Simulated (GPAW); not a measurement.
# BN (P6_3mc): refractive index against wavelength

The refractive index of BN (P6_3mc) along x below the direct gap (8.33 eV on the mesh) is read from one computed spectrum, n = √(Re ε). x, y and z are the Cartesian axes of the input cell.

It takes space group P6_3mc (No. 186, hexagonal). Conventional cell: a = 2.536 Å, b = 2.536 Å, c = 4.199 Å, α = 90.00°, β = 90.00°, γ = 120.00°. N on site b is surrounded by 4 B at 1.56 to 1.57 Å. Around B on site b lie 4 N at 1.56 to 1.57 Å.

Method: GPAW 26.7.0, PBE, RPA, k-mesh 15×15×7, local fields up to 50 eV, Lorentzian half width 0.12 eV.

Launch of the response step: `OMP_NUM_THREADS=1 python df.py`. The run took 67 s, its band step included, on 1 thread of Arm Neoverse V1 (shared host).

| wavelength (nm) | photon energy E (eV) | n |
| --- | --- | --- |
| 532 | 2.331 | 2.1365 |
| 450 | 2.755 | 2.1483 |
| 405 | 3.061 | 2.1582 |
| 365 | 3.397 | 2.1706 |
| 308 | 4.025 | 2.1986 |
| 266 | 4.661 | ? |
| 248 | 4.999 | 2.2566 |

In the single-oscillator model n² − 1 = E₀E_d/(E₀² − E²), so 1/(n² − 1) = E₀/E_d − E²/(E₀E_d) is linear in E².

Working, on the rows shown:

| x = E² (eV²) | y = 1/(n² − 1) |
| --- | --- |
| 5.43137 | 0.280534 |
| 7.59115 | 0.27661 |
| 9.37179 | 0.273386 |
| 11.5384 | 0.269433 |
| 16.2043 | 0.260835 |
| 24.9936 | 0.244365 |

Means: x̄ = 12.522, ȳ = 0.26753. Σ(x − x̄)(y − ȳ) = -0.4709, Σ(x − x̄)² = 254.6. Slope = -0.4709 / 254.6 = -0.00185; intercept = ȳ − slope · x̄ = 0.29069. Turned back into n, the line misses the rows shown by at most 0.0004.

Fill in the last column of the withheld row.

At x = 21.725 the line gives y = 0.2505, that is 2.2343. The run gave 2.2342, so the interpolation is off by 6.6e-05, 0.1 % of the range in the table.

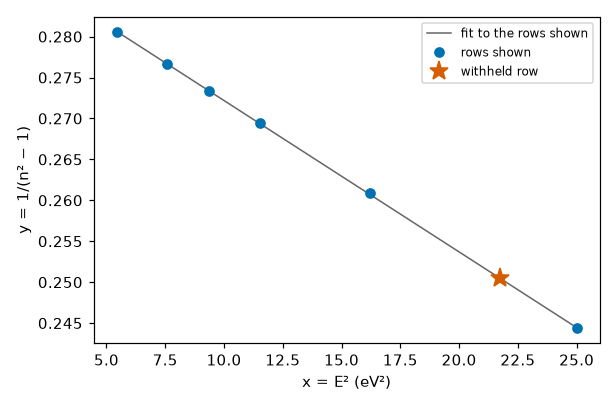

Refitted with all rows, the slope is -0.001849 and the intercept 0.29068. These give E₀ = √(intercept/−slope) = 12.54 eV and E_d = E₀/intercept = 43.1 eV; E₀ is 1.5 times the direct gap. The electronic limit at long wavelengths, without lattice vibrations, is n = √(1 + 1/intercept) = 2.107. The cell comes from an older database entry, whose edges can be off by a per cent or so. Excitons are left out; PBE gaps are as a rule too small. The values come from a sum over the points of one k-mesh and carry its error, which grows as the direct gap shrinks.
